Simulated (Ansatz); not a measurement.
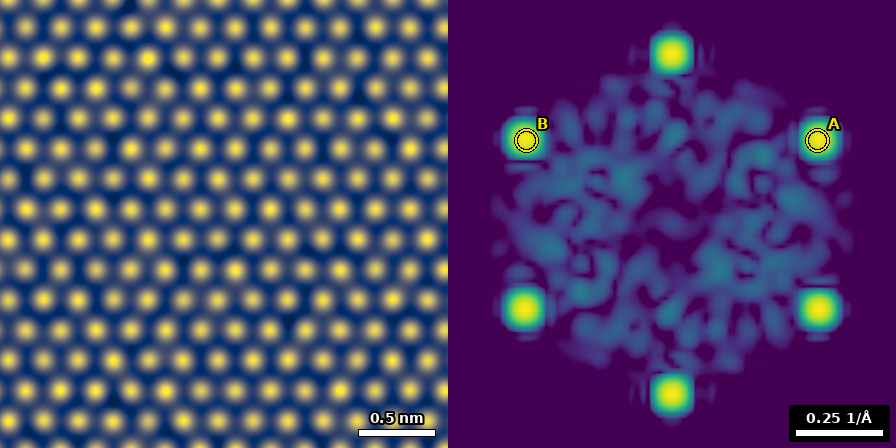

HAADF-like image of Mo (Fd-3m, No. 227) along [111]. Simulated incoherent Z contrast: every atom adds Z^1.6 spread by a probe of 1.30 Å full width; channelling and multiple scattering are left out. The probe carries 25 % of its weight in a tail 2.5 times as wide. The speckle of an amorphous layer was added. Structure: coordinates from a relaxation with Ansatz 0.2.0, DFT, RPBE, plane waves (420 eV) with PAW, scalar-relativistic; the starting structure was generated, so it need not be a known form of this composition.

The right panel is the modulus of the image's Fourier transform on a logarithmic scale.

a = 5.729 Å, b = 5.729 Å, c = 5.729 Å, α = 90.00°, β = 90.00°, γ = 90.00°

Index the marked spots and give their plane spacings (the zone axis points at the viewer; indices equivalent by symmetry, or all signs reversed, are as good).

Answer. A: (2 -2 0), d = 2.03 Å; B: (0 2 -2), d = 2.03 Å. A and B enclose 120°, and every spot obeys the zone law hu + kv + lw = 0 for [111].
